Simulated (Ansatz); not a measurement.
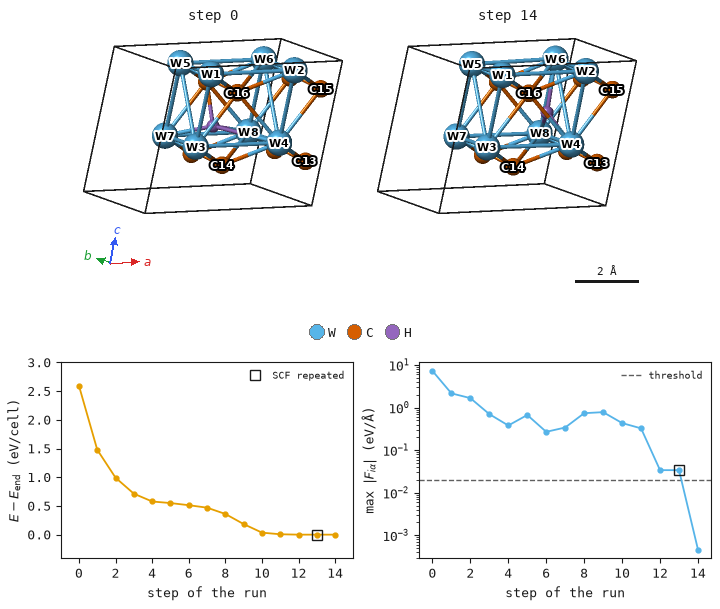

First and last geometry of a relaxation of a defect cell of composition HW8C8, with the history of the run. Style: ball-and-stick. Shown: the cell of the calculation (origin shifted), slightly off an axis.

Case: H interstitial, charge +0, atoms relaxed.

All numbers below come from DFT PBEsol, scalar-relativistic, plane waves, PAW in Ansatz 0.2.0. (plane-wave cutoff 420 eV; k-point mesh 4 × 5 × 5; occupations gaussian; smearing width 0.1 eV; mesh shifted by (0.5, 0, 0); no spin polarisation; atoms relaxed in a fixed cell; force threshold 0.02 eV/Å; at most 60 steps)

What do the curves and the structures tell?

Answer. It converged. Over 13 accepted moves (14 points after the start) the energy falls by 2.594 eV per cell of the calculation. Largest force component: 7.3 eV/Å at the start, 0.00046 eV/Å at the end. 1 step only repeated the SCF at the same geometry. The largest move is that of the H atom, 1.48 Å along [2 −1 1]. Largest moves by element: H 1.48 Å, W 0.13 Å, C 0.11 Å. The cell stays as it was. Among the contacts that change: H–W 1.562 → 3.047 Å, H–W 2.820 → 1.742 Å, H–W 2.785 → 1.742 Å, C–H 1.447 → 2.047 Å. New bonds form: H–W (2.78 → 1.74 Å). Bonds break: H–W (1.56 → 3.05 Å). The run took 9.8 min on 4 threads of Intel(R) Xeon(R) Processor @ 2.50GHz (Skylake/Cascade Lake), with other jobs on the host, peak memory 0.98 GiB.

```csv
step,"E − E(0), meV/atom","largest force component, eV/Å",note
0,0.00,7.2689,
1,-65.61,2.1580,
2,-94.24,1.6669,
3,-110.63,0.7018,
4,-118.61,0.3795,
5,-120.22,0.6694,
6,-122.41,0.2692,
7,-124.95,0.3402,
8,-131.40,0.7380,
9,-141.77,0.7811,
10,-150.54,0.4327,
11,-152.21,0.3248,
12,-152.59,0.0339,
13,-152.59,0.0339,"same geometry, SCF repeated"
14,-152.60,0.0005,
```

Limits of the set-up: the periodic images lie only 5.7 Å apart, so the values are limited by the cell's size.
